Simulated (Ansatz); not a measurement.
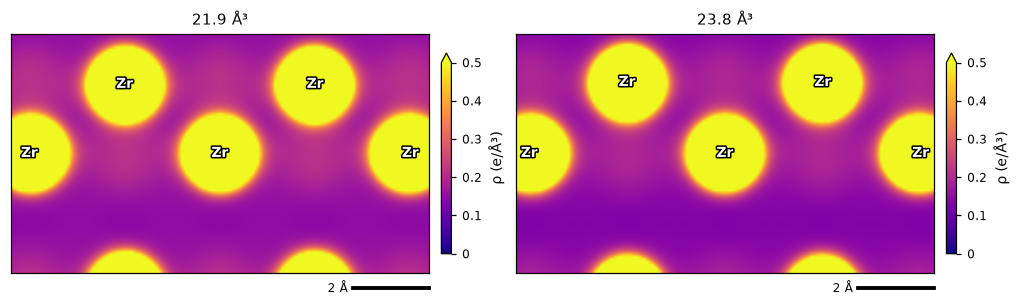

Zr. The valence charge density (pseudo) of cells scaled evenly to different volumes (given per atom above each panel), on the (110) plane of each (indices in the axes of the cell below), at one length scale and on one colour scale.

Method: DFT, PBE, PAW with Ansatz's default frozen-core files, scalar-relativistic (Ansatz 0.2.0).

Core electrons are frozen (PAW), and the valence fields are smoothed inside the atomic spheres.

The largest cell:

```
Zr
1.0
     3.25340    0.00000    0.00000
    -1.62670    2.81753    0.00000
     0.00000    0.00000    5.18109
Zr
2
Direct
  0.33333 0.66667 0.25000
  0.66667 0.33333 0.75000
```

| volume (Å³/atom) | Zr–Zr contact in the plane (Å) | ρ at its midpoint (e/Å³) | pressure (GPa) | 
| --- | --- | --- | --- |
| 21.90 | 3.114 | 0.183 | 6.9 | 
| 23.28 | 3.179 | ? | ? | 
| 23.75 | 3.200 | 0.165 | −1.4 | 

> Estimate the missing row, and compare with the calculation.

Over the known rows ln ρ falls by 1.20 per Å of Zr–Zr distance (the line through the two), which gives 0.169 e/Å³ at 3.179 Å; the calculation gives 0.169 e/Å³. For the pressure, a straight line in volume between the neighbouring rows gives 0.7 GPa; the calculation gives 0.5.
